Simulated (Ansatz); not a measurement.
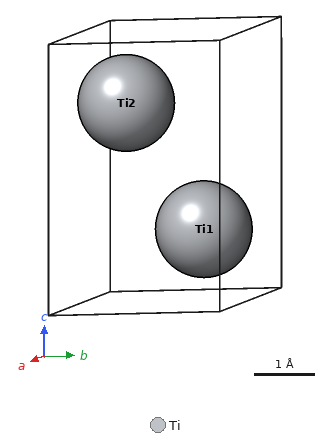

Figure 1. The input geometry of run 1 (spheres-only view of the cell of the calculation, seen slightly off an axis; atoms are numbered from 1 in the order of the input). An atom can appear more than once, as a periodic image.

# What a change does: single-point calculation on Ti

System: Ti (P6₃/mmc, 2 atoms in the cell).
Method of run 1: DFT r2SCAN, scalar-relativistic, plane waves, PAW, no spin polarisation (Ansatz 0.2.0).

The structure derives from an entry of the Crystallography Open Database. Text and figures count atoms from 1; the logs count them from 0 in places.

### Input, run 1
```yaml
crystal:
  lattice:
    - [2.9357969427, 0.0, 0.0]
    - [-1.4678984714, 2.5424747328, 0.0]
    - [0.0, 0.0, 4.6361929056]
  atoms:
    - { symbol: Ti, position: [0.3333333333, 0.6666666667, 0.25] }
    - { symbol: Ti, position: [0.6666666667, 0.3333333333, 0.75] }
basis:
  ecutwfc: 500
kpoints:
  mp_grid: { grid: [24, 24, 12] }
hamiltonian:
  xc: r2scan
scf:
  occupations: { method: gaussian, width: 0.1 }
output:
  forces: true
  stress: true
  eigenvalues: true
```

Command:
```bash
ansatz run input.yaml --threads 1 --pin off --max-ram 2560MiB --backend cpu --events-out ev --progress --plain --runs-dir out
```

Hardware: 1 thread of Intel Xeon @ 2.50GHz (Skylake/Cascade Lake), 189 GiB of memory available, shared host.

### Output, shortened to warnings, some set-up lines, iterations and results (run 1)
```
Basis set: ecut = 500 eV, 881 PW (Γ), exchange–correlation on 96×96×144 points (64 copies of the dense FFT grid, shifted against one another)
Symmetry: 24 space group operations
k-points: 427 of 6912
Initial density: superposition of atomic densities (neutral atoms: chi_scale 0, normalization atom), corrected by the library's trained network
[...]
SCF iter   1: F=—  HF=-5008.699488 eV  |F-HF|=—  |Δ(HF+E_count)|=         —  Δρ=1.67e-2  dr2=8.60e-2  dr2_τ=1.58e-2  ethr=1.77e-3  ⟨swp⟩=3.4  Hψ=28540  notcnv=0
SCF iter   2: F=—  HF=-5008.743269 eV  |F-HF|=—  |Δ(HF+E_count)|=   4.38e-2  Δρ=5.96e-3  dr2=1.05e-2  dr2_τ=8.10e-4  ethr=3.58e-4  ⟨swp⟩=2.8  Hψ=16139  notcnv=0  defer=19
SCF iter   3: F=—  HF=-5008.743563 eV  |F-HF|=—  |Δ(HF+E_count)|=   2.94e-4  Δρ=1.61e-3  dr2=3.68e-4  dr2_τ=1.02e-4  ethr=4.39e-5  ⟨swp⟩=3.0  Hψ=13114  notcnv=0  defer=19
SCF iter   4: F=—  HF=-5008.744147 eV  |F-HF|=—  |Δ(HF+E_count)|=   5.84e-4  Δρ=3.55e-4  dr2=1.66e-5  dr2_τ=2.18e-6  ethr=1.53e-6  ⟨swp⟩=2.0  Hψ=10871  notcnv=0  defer=19
SCF iter   5: F=—  HF=-5008.744178 eV  |F-HF|=—  |Δ(HF+E_count)|=   3.04e-5  Δρ=2.24e-5  dr2=9.39e-8  dr2_τ=9.69e-9  ethr=6.93e-8  ⟨swp⟩=2.0  Hψ=11080  notcnv=0  defer=19
SCF iter   6: F=-5008.744178 eV  HF=-5008.744178 eV  |F-HF|=1.22e-10  |Δ(HF+E_count)|=   3.35e-8  Δρ=4.50e-6  dr2=3.80e-9  dr2_τ=3.03e-10  ethr=3.91e-10  ⟨swp⟩=2.3  Hψ=25609  …
SCF 1 converged in 6 iterations: F = -5008.744178 eV  dr2 = 3.80e-9
SCF converged after 6 iterations
Free energy (F): -5008.744178 eV
Harris-Foulkes:  -5008.744178 eV  (|F-HF|=1.22e-10)
Internal energy: -5008.735998 eV  (E = F + TS)
E sigma→0 (E₀):  -5008.740088 eV
Entropy (-TS):   -0.008180 eV (-4.090 meV/atom)
Fermi energy:    13.482669 eV
--- Per-component energies (eV) ---
  E_band       = -340.007306
  E_kinetic    = 544.855704
  E_local      = -1614.801217  (includes V_loc(G=0)·N_el)
  E_nonlocal   = 14.475165
  E_hartree    = 661.356653
  E_xc         = -185.721599
  E_vxc        = -265.444871  (∫ρ·V_xc dr)
  E_paw        = -2113.347681  (= ΣΔE_a)
  E_vpaw       = -360.054087  (= ΣTr[D̂ρ^β])
  E_aug_tail   = 0.000175  (compensation charges beyond the density's cutoff)
  E_vtau       = 18.246130  (kinetic-family band-sum trace: ∫τ·v_τ [+ j·A + Jᵃ·Aᵃ] dr)
  E_ewald      = -2315.046283
  E_core_change = -0.506914  (= ΣΔE_core)
  E_smearing   = -0.008180  (= −TS)
  E_closure    = -0.000000  (closes the sum)
  Σ components = -5008.744178   (vs F -5008.744178, Δ=0.00e0)
--- Forces (eV/Å), atoms counted from 1 ---
  atom   1  Ti    -0.00000000     0.00000000    -0.00000000
  atom   2  Ti     0.00000000    -0.00000000     0.00000000
  max |Σ_I F_I| component: 1.48e-16 eV/Å
--- Stress (GPa, compression-positive) ---
       -0.010911      -0.000000       0.000000
       -0.000000      -0.010911       0.000000
        0.000000       0.000000       0.044134
  P = ⅓ Tr σ = 0.0074 GPa (0.074 kbar)
```

For run 2 the input was changed thus:
```diff
-    - [2.9357969427, 0.0, 0.0]
-    - [-1.4678984714, 2.5424747328, 0.0]
-    - [0.0, 0.0, 4.6361929056]
+    - [2.9499978604, 0.0, 0.0]
+    - [-1.4749989302, 2.5547730882, 0.0]
+    - [0.0, 0.0, 4.686]
-  mp_grid: { grid: [24, 24, 12] }
+  mp_grid: { grid: [6, 6, 4] }
```

How does run 2 compare with run 1?

With the same functional and potentials, run 2 lies 10.2 meV per atom higher (other lines of the input change too). The pressure goes from 0.01 to −2.09 GPa. The volume per atom goes from 17.30 to 17.66 Å³. The number of SCF iterations is the same. The irreducible k-points go from 427 to 21. The plane waves at Γ go from 881 to 929. On the same kind of shared host run 2 took about 0.085 times as long.

### Output, shortened to warnings, some set-up lines, iterations and results (run 2)
```
Basis set: ecut = 500 eV, 929 PW (Γ), exchange–correlation on 96×96×144 points (64 copies of the dense FFT grid, shifted against one another)
Symmetry: 24 space group operations
k-points: 21 of 144
Initial density: superposition of atomic densities (neutral atoms: chi_scale 0, normalization atom), corrected by the library's trained network
[...]
SCF iter   1: F=—  HF=-5008.684167 eV  |F-HF|=—  |Δ(HF+E_count)|=         —  Δρ=1.67e-2  dr2=8.94e-2  dr2_τ=1.49e-2  ethr=1.77e-3  ⟨swp⟩=3.6  Hψ=1390  notcnv=0
SCF iter   2: F=—  HF=-5008.722755 eV  |F-HF|=—  |Δ(HF+E_count)|=   3.86e-2  Δρ=5.79e-3  dr2=1.02e-2  dr2_τ=8.55e-4  ethr=3.72e-4  ⟨swp⟩=2.9  Hψ=799  notcnv=0  defer=2
SCF iter   3: F=—  HF=-5008.723210 eV  |F-HF|=—  |Δ(HF+E_count)|=   4.55e-4  Δρ=1.65e-3  dr2=3.98e-4  dr2_τ=1.05e-4  ethr=4.26e-5  ⟨swp⟩=2.8  Hψ=608  notcnv=0  defer=2
SCF iter   4: F=—  HF=-5008.723832 eV  |F-HF|=—  |Δ(HF+E_count)|=   6.23e-4  Δρ=3.62e-4  dr2=1.81e-5  dr2_τ=2.21e-6  ethr=1.66e-6  ⟨swp⟩=2.0  Hψ=536  notcnv=0  defer=2
SCF iter   5: F=—  HF=-5008.723863 eV  |F-HF|=—  |Δ(HF+E_count)|=   3.12e-5  Δρ=2.12e-5  dr2=8.75e-8  dr2_τ=8.72e-9  ethr=7.55e-8  ⟨swp⟩=2.0  Hψ=540  notcnv=0  defer=2
SCF iter   6: F=-5008.723863 eV  HF=-5008.723863 eV  |F-HF|=7.02e-10  |Δ(HF+E_count)|=   9.77e-9  Δρ=4.56e-6  dr2=4.27e-9  dr2_τ=2.88e-10  ethr=3.64e-10  ⟨swp⟩=2.3  Hψ=1266  …
SCF 1 converged in 6 iterations: F = -5008.723863 eV  dr2 = 4.27e-9
SCF converged after 6 iterations
Free energy (F): -5008.723863 eV
Harris-Foulkes:  -5008.723863 eV  (|F-HF|=7.02e-10)
Internal energy: -5008.706556 eV  (E = F + TS)
E sigma→0 (E₀):  -5008.715210 eV
Entropy (-TS):   -0.017307 eV (-8.654 meV/atom)
Fermi energy:    13.214414 eV
--- Per-component energies (eV) ---
  E_band       = -348.147626
  E_kinetic    = 543.754124
  E_local      = -1636.722227  (includes V_loc(G=0)·N_el)
  E_nonlocal   = 14.384471
  E_hartree    = 668.435819
  E_xc         = -185.369340
  E_vxc        = -264.916502  (∫ρ·V_xc dr)
  E_paw        = -2113.161388  (= ΣΔE_a)
  E_vpaw       = -359.736388  (= ΣTr[D̂ρ^β])
  E_aug_tail   = 0.000170  (compensation charges beyond the density's cutoff)
  E_vtau       = 18.214504  (kinetic-family band-sum trace: ∫τ·v_τ [+ j·A + Jᵃ·Aᵃ] dr)
  E_ewald      = -2299.521270
  E_core_change = -0.506914  (= ΣΔE_core)
  E_smearing   = -0.017307  (= −TS)
  E_closure    = -0.000000  (closes the sum)
  Σ components = -5008.723863   (vs F -5008.723863, Δ=0.00e0)
--- Forces (eV/Å), atoms counted from 1 ---
  atom   1  Ti     0.00000000    -0.00000000     0.00000000
  atom   2  Ti     0.00000000     0.00000000     0.00000000
  max |Σ_I F_I| component: 5.55e-17 eV/Å
--- Stress (GPa, compression-positive) ---
       -2.357735       0.000000       0.000000
        0.000000      -2.357735       0.000000
        0.000000       0.000000      -1.545311
  P = ⅓ Tr σ = -2.0869 GPa (-20.869 kbar)
```

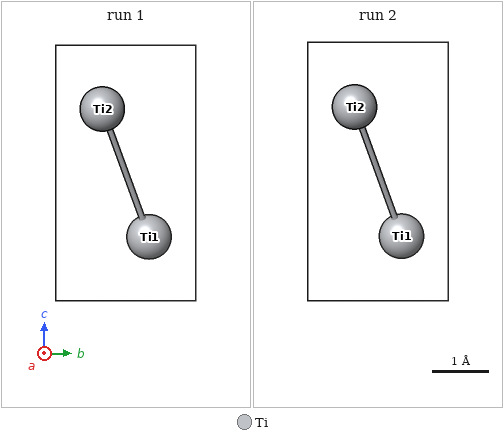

Figure 2. The two input geometries at one scale (ball-and-stick view of the cell of the calculation, along the a axis). No atom moves by more than 0.005 Å relative to the cell. Cell: a = b 2.936 → 2.950 Å (+0.5 %), c 4.636 → 4.686 Å (+1.1 %). Volume +2.1 %. Among the contacts that change: Ti1–Ti2 2.872 → 2.897 Å, Ti1–Ti1 2.936 → 2.950 Å.

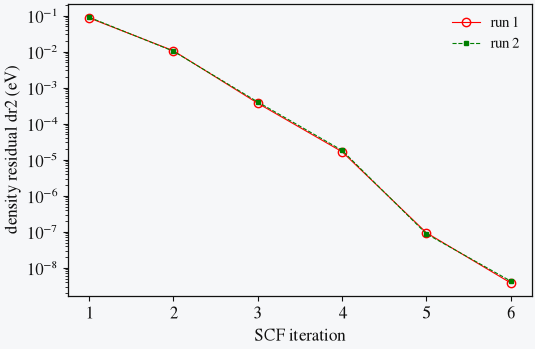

Figure 3. Convergence of the two runs: density residual dr2 against the SCF iteration. Run 1 takes 6 iterations in all, and run 2 takes 6.

### The two runs side by side

| quantity | run 1 | run 2 |
| --- | --- | --- |
| outcome | converged | converged |
| free energy per atom (eV) | −2504.3721 | −2504.3619 |
| energy per atom, smearing taken to zero (eV) | −2504.3700 | −2504.3576 |
| gap on the mesh (eV) | 0.00 | 0.00 |
| pressure (GPa) | 0.01 | −2.09 |
| volume per atom (Å³) | 17.30 | 17.66 |
| largest force (eV/Å) | 0.000 | 0.000 |
| SCF iterations | 6 | 6 |
| irreducible k-points | 427 | 21 |
| plane waves at Γ | 881 | 929 |
| wall time (shared host) | 49 s | 4.2 s |
